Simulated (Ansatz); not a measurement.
**PbI$_{2}$: geometry relaxation (part 1 of 2)**

- system: PbI$_{2}$ (3 atoms in the cell)
- method: DFT PBE, scalar-relativistic, plane waves, PAW, no spin polarisation (Ansatz 0.2.0)

The structure derives from an entry of the Crystallography Open Database. Figures and captions count atoms from 1; the log counts them from 0 in places.

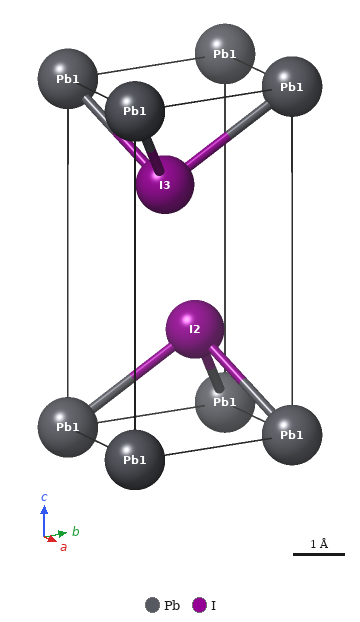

The input geometry (ball-and-stick view of the cell of the calculation, seen slightly off an axis; atoms are numbered from 1 in the order of the input). Near neighbours in the crystal (not all of them lie inside the picture): Pb has 6 I at 3.21 Å; I has 3 Pb at 3.21 Å.

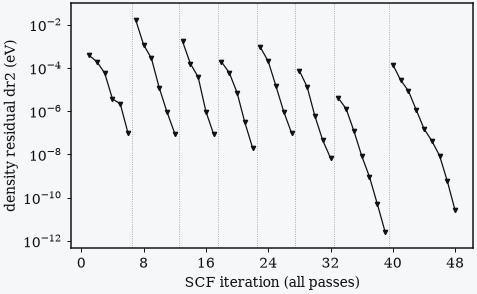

Convergence of the self-consistent field: density residual dr2 against the SCF iteration. The dotted lines part the SCF passes of the relaxation: geometry steps, rejected trials and re-solves on a re-selected basis. The 8 passes take 5 to 9 iterations each, 48 in all.

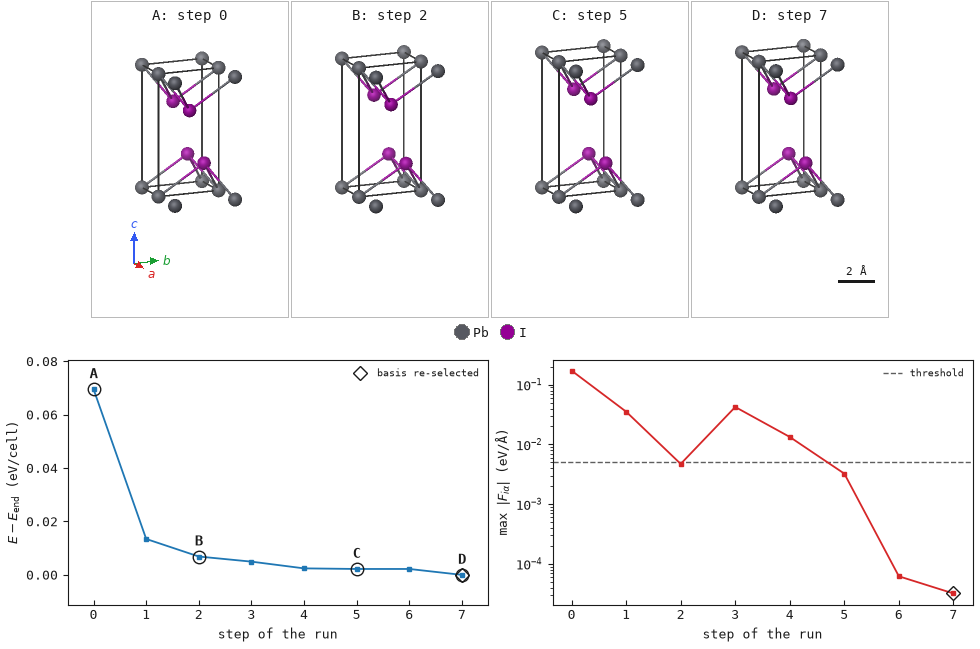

Frames of the relaxation (ball-and-stick view of the cell of the calculation, repeated 2 × 1 × 1, seen slightly off an axis) above the curves, on which the letters mark them (the first geometry is step 0 here and step 1 in the log).

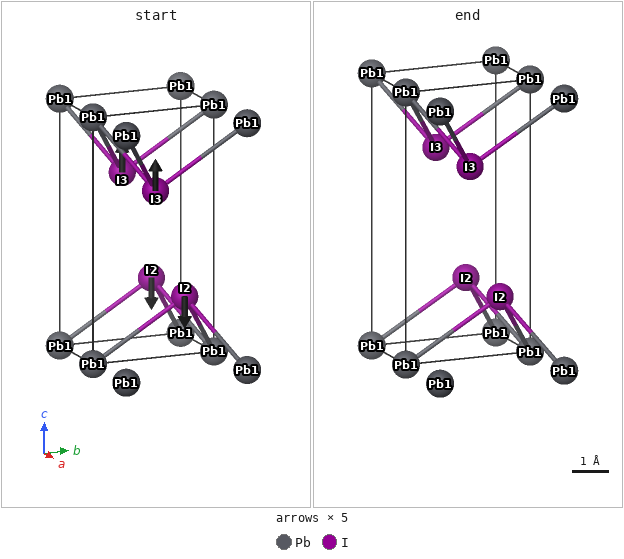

Before (left) and after (right) the relaxation, at one scale (ball-and-stick view of the cell of the calculation, repeated 2 × 1 × 1, seen slightly off an axis). The black arrows give the displacements (without the part carried along by the change of the cell), magnified 5 times. Over 6 geometry steps the energy falls by 67.3 meV per cell of the calculation. The largest force component goes from 0.17 to under 0.0001 eV/Å. The pressure goes from 1.83 to 0.02 GPa. The largest moves relative to the cell, 0.18 Å, are those of I2 and I3. Pb stays in place. Cell: a = b 4.555 → 4.678 Å (+2.7 %), c 6.977 → 7.693 Å (+10.3 %). Volume +16.3 %. Distances before and after: Pb1–I2 3.215 → 3.277 Å. The space group stays P-3m1 (No. 164). A last SCF at the same geometry on a re-selected plane-wave basis shifts the energy by −2.2 meV per cell of the calculation. (Atoms are counted from 1 in the order of the input.)

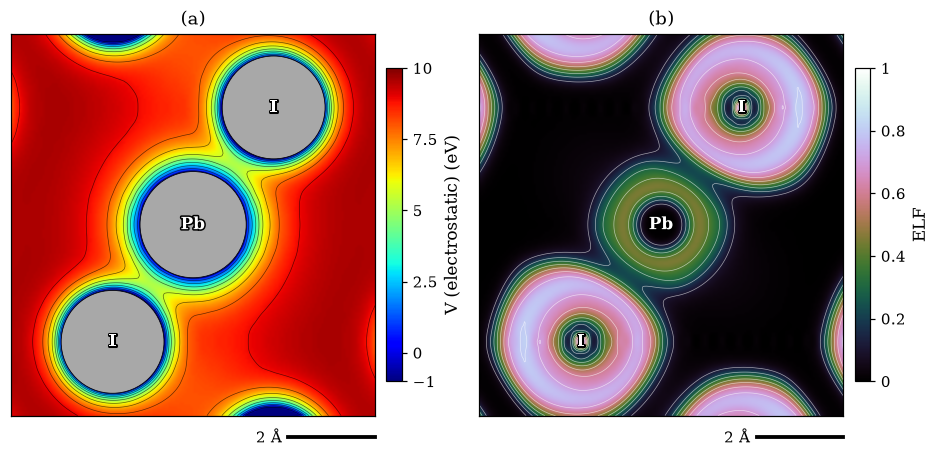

(a) electrostatic potential energy of an electron; (b) electron localisation function on the (110) plane of the conventional cell. Grey discs, where drawn, cover atomic cores. Atoms in the plane: Pb and I. Pb–I (3.28 Å): the ELF peaks at about 0.75 in the valence shell of I, 1.2 Å from its nucleus, and drops to about 0.25 between the two atoms. Outside the cores the potential energy rises away from the atoms and is highest about 2.5 Å from the nearest atoms; outside the discs it spans about 10 eV, and its zero is arbitrary. The fields are those of the smooth PAW valence density.

The input that produced these results follows, with the program's output.

The input:
```yaml
crystal:
  lattice:
    - [4.555, 0.0, 0.0]
    - [-2.2775, 3.9447457142, 0.0]
    - [0.0, 0.0, 6.977]
  atoms:
    - { symbol: Pb, position: [0.0, 0.0, 0.0] }
    - { symbol: I, position: [0.3333333333, 0.6666666667, 0.265] }
    - { symbol: I, position: [0.6666666667, 0.3333333333, 0.735] }
basis:
  ecutwfc: 420
kpoints:
  mp_grid: { grid: [9, 9, 4] }
hamiltonian:
  xc: pbe
scf:
  occupations: { method: gaussian, width: 0.02 }
output:
  forces: true
  stress: true
  eigenvalues: true
  write_density: true
  write_potential: true
  elf: true
  volumetric_format: npy
relax:
  adjacent_minimum: "off"
  f_tol: 0.005
  max_steps: 80
  cell: { stress_tol: 0.05 }
```

Command:
```bash
ansatz run input.yaml --threads 2 --pin off --max-ram 5120MiB --backend cpu --events-out ev --progress --plain --runs-dir out
```

Output:
```
Engine: ansatz 0.2.0, aarch64-unknown-linux-gnu
Pseudopotentials: kind: paw
Pseudopotential: Pb, paw, valence charge 14, recommended cutoff 420 eV (normal), Pb.paw.azcp
Pseudopotential: I, paw, valence charge 17, recommended cutoff 420 eV (normal), I.paw.azcp
Functional definition: PBE
  parameter kappa = 0.804
  parameter beta = 0.06672455060314922
  exchange = pbe_x(kappa = kappa, mu = beta*pi^2/3)
  correlation = pbe_c(beta = beta)
Crystal: 3 atoms, lattice volume = 125.365 Å³
Basis set: ecut = 420 eV, 2453 PW (Γ), exchange–correlation on 64×64×96 points (8 copies of the dense FFT grid, shifted against one another)
Bands: 29, of which v1, the nominal top of the filled ones, is band 24 counted from 1 (23 counted from 0)
Symmetry: 12 space group operations
Space group: P-3m1 (ITA 164), of the structure as read, at distance tolerance 5.0e-5 Å
k-points: 43 of 324
Non-local potential: Pb, projectors of the file, l = 0: 2, l = 1: 2, l = 2: 2, l = 3: 2
Non-local potential: I, projectors of the file, l = 0: 2, l = 1: 2, l = 2: 2, l = 3: 2
PAW form: soft (Blöchl's): semilocal exchange-correlation on the pseudo side does not see the compensation charge
PAW one-centre angular grid: Pb, 590 points (default); XC on 64 Gauss nodes
PAW one-centre angular grid: I, 590 points (default); XC on 64 Gauss nodes
Initial density: superposition of atomic densities (neutral atoms: chi_scale 0, normalization atom), corrected by the library's trained network
Initial wavefunctions: pseudopotential atomic-orbital guess
Functional: x = pbe(κ = 0.804, μ = 0.2195149727645171), c = pbe(β = 0.06672455060314922)
SCF iter   1: F=—  HF=-26934.183255 eV  |F-HF|=—  |Δ(HF+E_count)|=         —  Δρ=6.42e-4  dr2=3.80e-4  ethr=1.77e-3  ⟨swp⟩=8.9  Hψ=6416  notcnv=0
preconditioner: auto → Resta (q_TF=auto, 2.325 Å⁻¹)  ε∞=2.7  [insulator: Δε(μ)=2.218 eV  Ē_g=13.441 eV  σ=0.020 eV  W_gap=1.00  n_scr=22 (ndim 8)  ℏωp=17.5 eV  f_vac=0.121  D(μ)=0.00/eV (n_scr^D=0)  ε∞_Penn≈2.7]
SCF iter   2: F=—  HF=-26934.181634 eV  |F-HF|=—  |Δ(HF+E_count)|=   1.62e-3  Δρ=4.33e-4  dr2=1.93e-4  ethr=7.93e-7  ⟨swp⟩=3.0  Hψ=3247  notcnv=0  defer=43
SCF iter   3: F=—  HF=-26934.181665 eV  |F-HF|=—  |Δ(HF+E_count)|=   3.06e-5  Δρ=2.72e-4  dr2=5.79e-5  ethr=4.02e-7  ⟨swp⟩=2.3  Hψ=2242  notcnv=0  defer=43
SCF iter   4: F=—  HF=-26934.181765 eV  |F-HF|=—  |Δ(HF+E_count)|=   1.01e-4  Δρ=6.23e-5  dr2=3.68e-6  ethr=1.21e-7  ⟨swp⟩=2.0  Hψ=2372  notcnv=0  defer=43
SCF iter   5: F=—  HF=-26934.181768 eV  |F-HF|=—  |Δ(HF+E_count)|=   2.97e-6  Δρ=4.35e-5  dr2=2.18e-6  ethr=7.66e-9  ⟨swp⟩=2.0  Hψ=1546  notcnv=0  defer=43
SCF iter   6: F=-26934.181768 eV  HF=-26934.181768 eV  |F-HF|=8.78e-8  |Δ(HF+E_count)|=   6.61e-7  Δρ=1.08e-5  dr2=9.61e-8  ethr=2.08e-10  ⟨swp⟩=13.3  Hψ=10556  notcnv=0
SCF 1 converged in 6 iterations: F = -26934.181768 eV  dr2 = 9.61e-8
  greatest PAW one-centre occupation: 0.999 electrons in one spin orbital (limit 2), on the I atom at site 2 (counted from 0), in its partial waves of l = 2
relax step   1: F+E_penalty+E_count = -26934.18176766 eV  Δ(F+E_penalty+E_count) = +0.000e0 eV  max|allowed force component| = 1.721e-1 eV/Å  Δτ_max = 0.0000 Å  P = +1.831 GPa  Ω = 125.365 Å³  (6 SCF iters, dr2 threshold 1.00e-7 eV, accepted)
Crystal: 3 atoms, lattice volume = 135.791 Å³
Basis set: ecut = 420 eV, 2659 PW (Γ), exchange–correlation on 64×64×96 points (8 copies of the dense FFT grid, shifted against one another)
Initial density: handed on by an earlier stage of this run
Initial wavefunctions: those handed on with the density
iter 1 solved again at ethr=3.17e-5 eV; its pass at ethr=3.10e-3 eV (dr2=1.52e-2 eV) is discarded
SCF iter   1: F=—  HF=-26934.241508 eV  |F-HF|=—  |Δ(HF+E_count)|=         —  Δρ=2.11e-3  dr2=1.58e-2  ethr=3.17e-5  ⟨swp⟩=2.5  Hψ=8098  notcnv=0
preconditioner: auto → Resta (q_TF=auto, 2.294 Å⁻¹)  ε∞=2.6  [insulator: Δε(μ)=2.359 eV  Ē_g=13.309 eV  σ=0.020 eV  W_gap=1.00  n_scr=22 (ndim 8)  ℏωp=16.9 eV  f_vac=0.169  D(μ)=0.00/eV (n_scr^D=0)  ε∞_Penn≈2.6]
SCF iter   2: F=—  HF=-26934.237833 eV  |F-HF|=—  |Δ(HF+E_count)|=   3.67e-3  Δρ=1.00e-3  dr2=1.17e-3  ethr=3.17e-5  ⟨swp⟩=3.1  Hψ=1855  notcnv=0
SCF iter   3: F=—  HF=-26934.237812 eV  |F-HF|=—  |Δ(HF+E_count)|=   2.18e-5  Δρ=4.65e-4  dr2=2.79e-4  ethr=2.44e-6  ⟨swp⟩=2.5  Hψ=1745  notcnv=0
SCF iter   4: F=—  HF=-26934.237859 eV  |F-HF|=—  |Δ(HF+E_count)|=   4.70e-5  Δρ=9.12e-5  dr2=1.22e-5  ethr=5.82e-7  ⟨swp⟩=2.0  Hψ=1636  notcnv=0
SCF iter   5: F=—  HF=-26934.237864 eV  |F-HF|=—  |Δ(HF+E_count)|=   5.26e-6  Δρ=2.53e-5  dr2=9.18e-7  ethr=2.53e-8  ⟨swp⟩=2.5  Hψ=2219  notcnv=0
SCF iter   6: F=-26934.237867 eV  HF=-26934.237866 eV  |F-HF|=2.53e-7  |Δ(HF+E_count)|=   2.45e-6  Δρ=6.94e-6  dr2=9.22e-8  ethr=6.25e-10  ⟨swp⟩=13.4  Hψ=10285  notcnv=0
SCF 2 converged in 6 iterations: F = -26934.237867 eV  dr2 = 9.22e-8
relax step   2: F+E_penalty+E_count = -26934.23786657 eV  Δ(F+E_penalty+E_count) = -5.610e-2 eV  max|allowed force component| = 3.540e-2 eV/Å  Δτ_max = 0.0662 Å  P = +0.433 GPa  Ω = 135.791 Å³  energy of the carried Pulay correction = -1.022e-3 eV  (6 SCF iters, dr2 threshold 3.00e-7 eV, accepted)
Crystal: 3 atoms, lattice volume = 140.151 Å³
Basis set: ecut = 420 eV, 2743 PW (Γ), exchange–correlation on 64×64×96 points (8 copies of the dense FFT grid, shifted against one another)
iter 1 solved again at ethr=3.41e-6 eV; its pass at ethr=3.10e-3 eV (dr2=1.64e-3 eV) is discarded
SCF iter   1: F=—  HF=-26934.244786 eV  |F-HF|=—  |Δ(HF+E_count)|=         —  Δρ=9.23e-4  dr2=1.67e-3  ethr=3.41e-6  ⟨swp⟩=3.0  Hψ=8474  notcnv=0
preconditioner: auto → Resta (q_TF=auto, 2.282 Å⁻¹)  ε∞=2.6  [insulator: Δε(μ)=2.335 eV  Ē_g=13.291 eV  σ=0.020 eV  W_gap=1.00  n_scr=22 (ndim 8)  ℏωp=16.6 eV  f_vac=0.186  D(μ)=0.00/eV (n_scr^D=0)  ε∞_Penn≈2.6]
SCF iter   2: F=—  HF=-26934.244439 eV  |F-HF|=—  |Δ(HF+E_count)|=   3.47e-4  Δρ=4.63e-4  dr2=1.59e-4  ethr=3.41e-6  ⟨swp⟩=2.6  Hψ=2142  notcnv=0
SCF iter   3: F=—  HF=-26934.244437 eV  |F-HF|=—  |Δ(HF+E_count)|=   2.75e-6  Δρ=1.97e-4  dr2=3.82e-5  ethr=3.32e-7  ⟨swp⟩=1.0  Hψ=1247  notcnv=0
SCF iter   4: F=—  HF=-26934.244447 eV  |F-HF|=—  |Δ(HF+E_count)|=   1.04e-5  Δρ=2.56e-5  dr2=9.59e-7  ethr=7.97e-8  ⟨swp⟩=2.0  Hψ=1548  notcnv=0
SCF iter   5: F=-26934.244448 eV  HF=-26934.244448 eV  |F-HF|=2.02e-7  |Δ(HF+E_count)|=   1.22e-6  Δρ=7.56e-6  dr2=8.41e-8  ethr=6.25e-10  ⟨swp⟩=13.1  Hψ=10439  notcnv=0
SCF 3 converged in 5 iterations: F = -26934.244448 eV  dr2 = 8.41e-8
relax step   3: F+E_penalty+E_count = -26934.24444847 eV  Δ(F+E_penalty+E_count) = -6.582e-3 eV  max|allowed force component| = 4.724e-3 eV/Å  Δτ_max = 0.0347 Å  P = +0.096 GPa  Ω = 140.151 Å³  energy of the carried Pulay correction = -1.425e-3 eV  (5 SCF iters, dr2 threshold 3.00e-7 eV, accepted)
Crystal: 3 atoms, lattice volume = 141.428 Å³
Basis set: ecut = 420 eV, 2779 PW (Γ), exchange–correlation on 64×64×96 points (8 copies of the dense FFT grid, shifted against one another)
iter 1 solved again at ethr=3.75e-7 eV; its pass at ethr=3.10e-3 eV (dr2=1.80e-4 eV) is discarded
SCF iter   1: F=—  HF=-26934.246329 eV  |F-HF|=—  |Δ(HF+E_count)|=         —  Δρ=2.98e-4  dr2=1.91e-4  ethr=3.75e-7  ⟨swp⟩=3.0  Hψ=8859  notcnv=0
preconditioner: auto → Resta (q_TF=auto, 2.279 Å⁻¹)  ε∞=2.5  [insulator: Δε(μ)=2.383 eV  Ē_g=13.281 eV  σ=0.020 eV  W_gap=1.00  n_scr=22 (ndim 8)  ℏωp=16.5 eV  f_vac=0.190  D(μ)=0.00/eV (n_scr^D=0)  ε∞_Penn≈2.5]
SCF iter   2: F=—  HF=-26934.246336 eV  |F-HF|=—  |Δ(HF+E_count)|=   7.29e-6  Δρ=1.75e-4  dr2=5.97e-5  ethr=3.75e-7  ⟨swp⟩=1.6  Hψ=1272  notcnv=0
SCF iter   3: F=—  HF=-26934.246359 eV  |F-HF|=—  |Δ(HF+E_count)|=   2.30e-5  Δρ=5.03e-5  dr2=7.20e-6  ethr=1.24e-7  ⟨swp⟩=2.0  Hψ=1634  notcnv=0
SCF iter   4: F=—  HF=-26934.246362 eV  |F-HF|=—  |Δ(HF+E_count)|=   2.91e-6  Δρ=1.37e-5  dr2=2.99e-7  ethr=1.50e-8  ⟨swp⟩=2.5  Hψ=2170  notcnv=0
SCF iter   5: F=-26934.246363 eV  HF=-26934.246363 eV  |F-HF|=2.88e-8  |Δ(HF+E_count)|=   4.77e-7  Δρ=3.51e-6  dr2=1.97e-8  ethr=3.62e-10  ⟨swp⟩=12.3  Hψ=9972  notcnv=0
SCF 4 converged in 5 iterations: F = -26934.246363 eV  dr2 = 1.97e-8
relax step   4: F+E_penalty+E_count = -26934.24636290 eV  Δ(F+E_penalty+E_count) = -1.914e-3 eV  max|allowed force component| = 4.243e-2 eV/Å  Δτ_max = 0.0029 Å  P = -0.057 GPa  Ω = 141.428 Å³  energy of the carried Pulay correction = -1.541e-3 eV  (5 SCF iters, dr2 threshold 1.74e-7 eV, accepted)
Crystal: 3 atoms, lattice volume = 145.108 Å³
Basis set: ecut = 420 eV, 2803 PW (Γ), exchange–correlation on 64×64×96 points (8 copies of the dense FFT grid, shifted against one another)
iter 1 solved again at ethr=1.81e-6 eV; its pass at ethr=3.10e-3 eV (dr2=8.67e-4 eV) is discarded
SCF iter   1: F=—  HF=-26934.248875 eV  |F-HF|=—  |Δ(HF+E_count)|=         —  Δρ=1.19e-3  dr2=8.91e-4  ethr=1.81e-6  ⟨swp⟩=3.4  Hψ=9169  notcnv=0
preconditioner: auto → Resta (q_TF=auto, 2.269 Å⁻¹)  ε∞=2.5  [insulator: Δε(μ)=2.414 eV  Ē_g=13.276 eV  σ=0.020 eV  W_gap=1.00  n_scr=34 (ndim 8)  ℏωp=16.3 eV  f_vac=0.215  D(μ)=0.00/eV (n_scr^D=0)  ε∞_Penn≈2.5]
SCF iter   2: F=—  HF=-26934.248838 eV  |F-HF|=—  |Δ(HF+E_count)|=   3.77e-5  Δρ=6.22e-4  dr2=2.02e-4  ethr=1.81e-6  ⟨swp⟩=2.9  Hψ=2307  notcnv=0
SCF iter   3: F=—  HF=-26934.248887 eV  |F-HF|=—  |Δ(HF+E_count)|=   4.93e-5  Δρ=1.16e-4  dr2=1.42e-5  ethr=4.20e-7  ⟨swp⟩=2.0  Hψ=1481  notcnv=0
SCF iter   4: F=—  HF=-26934.248884 eV  |F-HF|=—  |Δ(HF+E_count)|=   3.20e-6  Δρ=2.24e-5  dr2=9.30e-7  ethr=2.96e-8  ⟨swp⟩=2.3  Hψ=2055  notcnv=0
SCF iter   5: F=-26934.248885 eV  HF=-26934.248885 eV  |F-HF|=6.24e-8  |Δ(HF+E_count)|=   1.32e-6  Δρ=6.49e-6  dr2=9.76e-8  ethr=2.34e-10  ⟨swp⟩=13.0  Hψ=10471  notcnv=0
SCF 5 converged in 5 iterations: F = -26934.248885 eV  dr2 = 9.76e-8
```
